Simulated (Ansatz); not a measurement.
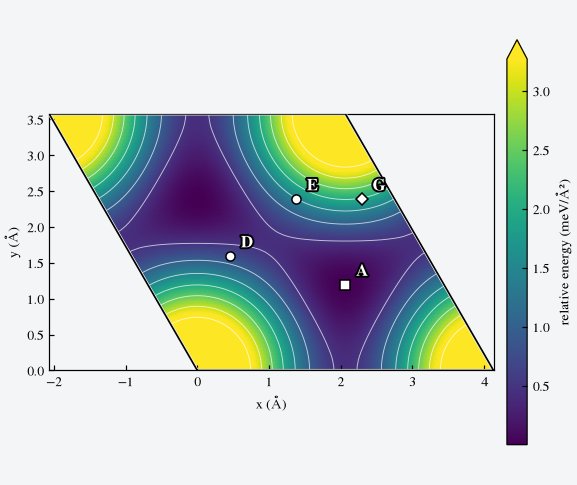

A bilayer of two MgI₂ sheets (1T type), the upper one turned by 180 degrees about the normal (6 atoms in the cell). The upper layer of a bilayer is slid over the lower one; relaxed at each slide: nothing; the origin of the map has I4 above I3; the distance between the facing planes is held at 3.83 Å. Places are given modulo a cell vector. The map is drawn in real space over the plane of the slide. The grid has 9 × 9 points; 12 points were computed and 69 follow by symmetry. Energies are in meV/Å², from the lowest grid point. At a held distance the lowest stacking need not be the one that binds best once the distance relaxes. Theory: DFT PBE+D3(BJ), scalar-relativistic, plane waves, PAW (Ansatz 0.2.0). Settings: cutoff 420 eV, k-mesh 9×9×1, gaussian smearing 0.05 eV, no spin polarisation.

Drawn: a smooth colour map with a few white contour lines, the outline of one cell of the plane, one colour for all values above the top of the scale, lettered points. Between grid points the surface is interpolated.

**What kind of point is each of A, D, E, G: minimum, saddle, maximum or slope?**

A: minimum; D: on a slope; E: on a slope; G: on a slope. (In these two coordinates alone; a stationary point may lie a little off the grid point.)

**Rank the lettered points by energy, lowest first.**

A (0.00 meV/Å²), D (0.78 meV/Å²), E (1.47 meV/Å²), G (1.94 meV/Å²).
